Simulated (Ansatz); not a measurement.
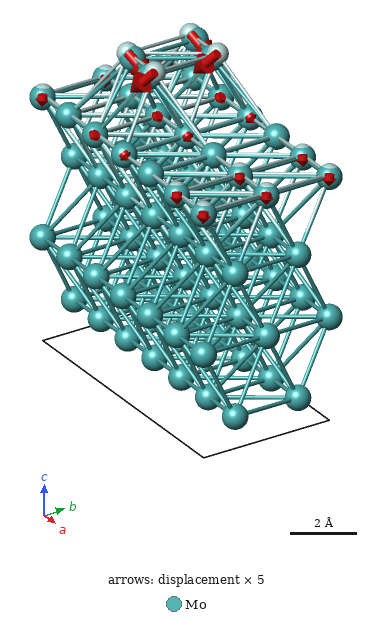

A constrained relaxation of a slab of composition Mo (cut from the Im-3m phase). The starting structure is drawn faded, the final one solid; red arrows show the displacements, magnified 5 times.

The picture is a ball-and-stick view of the 1 × 2 repeat of the cell, outlined in the plane, without the vacuum (origin shifted), seen slightly off an axis.

Case: stripe over 2 of 6 cells, two steps. 12 atoms are held fixed.

The calculation used DFT PBE, scalar-relativistic, plane waves, PAW in Ansatz 0.2.0.

The input:
```yaml
crystal:
  lattice:
    - [16.4221350404, 0.0, 0.0]
    - [-1.8246816712, 2.5804895664, 0.0]
    - [0.0, 0.0, 20.9390780747]
  atoms:
    - { symbol: Mo, position: [0.0, 0.0, 0.0716363918] }
    - { symbol: Mo, position: [0.0, 0.5, 0.1783636082] }
    - { symbol: Mo, position: [0.1666666667, 1.0, 0.0716363918] }
    - { symbol: Mo, position: [0.1666666667, 0.5, 0.1783636082] }
    - { symbol: Mo, position: [0.3333333333, 1.0, 0.0716363918] }
    - { symbol: Mo, position: [0.3333333333, 0.5, 0.1783636082] }
    - { symbol: Mo, position: [0.5, 0.0, 0.0716363918] }
    - { symbol: Mo, position: [0.5, 0.5, 0.1783636082] }
    - { symbol: Mo, position: [0.6666666667, 1.0, 0.0716363918] }
    - { symbol: Mo, position: [0.6666666667, 0.5, 0.1783636082] }
    - { symbol: Mo, position: [0.8333333333, 1.0, 0.0716363918] }
    - { symbol: Mo, position: [0.8333333333, 0.5, 0.1783636082] }
    - { symbol: Mo, position: [0.0, 0.0, 0.2850908247] }
    - { symbol: Mo, position: [0.0, 0.5, 0.3918180412] }
    - { symbol: Mo, position: [0.1666666667, 0.0, 0.2850908247] }
    - { symbol: Mo, position: [0.1666666667, 0.5, 0.3918180412] }
    - { symbol: Mo, position: [0.3333333333, 0.0, 0.2850908247] }
    - { symbol: Mo, position: [0.3333333333, 0.5, 0.3918180412] }
    - { symbol: Mo, position: [0.5, 0.0, 0.2850908247] }
    - { symbol: Mo, position: [0.5, 0.5, 0.3918180412] }
    - { symbol: Mo, position: [0.6666666667, 0.0, 0.2850908247] }
    - { symbol: Mo, position: [0.6666666667, 0.5, 0.3918180412] }
    - { symbol: Mo, position: [0.8333333333, 0.0, 0.2850908247] }
    - { symbol: Mo, position: [0.8333333333, 0.5, 0.3918180412] }
    - { symbol: Mo, position: [0.0, 0.0, 0.4985452577] }
    - { symbol: Mo, position: [0.1666666667, 0.0, 0.4985452577] }
basis:
  ecutwfc: 420
kpoints:
  mp_grid: { grid: [3, 16, 1] }
hamiltonian:
  xc: pbe
scf:
  occupations: { method: gaussian, width: 0.1 }
output:
  forces: true
  eigenvalues: true
  populations: true
  write_density: true
  write_potential: true
  elf: true
  volumetric_format: npy
relax:
  adjacent_minimum: "off"
  f_tol: 0.02
  max_steps: 45
  constraints: [{ sites: [0, 1, 2, 3, 4, 5, 6, 7, 8, 9, 10, 11] }]
efield:
  axis: 3
  dipole_correction: true
  ramp_width: 0.04
```

Command:
```bash
ansatz run input.yaml --threads 4 --pin off --max-ram 11264MiB --backend cpu --events-out ev --progress --plain --runs-dir out
```

> What did the optimiser do to the structure, and how much energy did it gain?

The largest moves, 0.24 Å, are those of Mo25 and Mo26. Mo26 goes at 51° to the normal (−c side). The cell doesn't change. Near-neighbour distances that change, for instance: Mo25–Mo26 2.737 → 2.443 Å, Mo14–Mo26 3.160 → 2.982 Å, Mo18–Mo26 3.160 → 3.242 Å, Mo14–Mo25 2.737 → 2.659 Å. After 5 accepted moves (6 points after the start) the energy has fallen by 0.809 eV per cell of the calculation. Largest force component: 1.8 eV/Å at the start, 0.004 eV/Å at the end. The line search rejected the trial step at point 4 of the run.
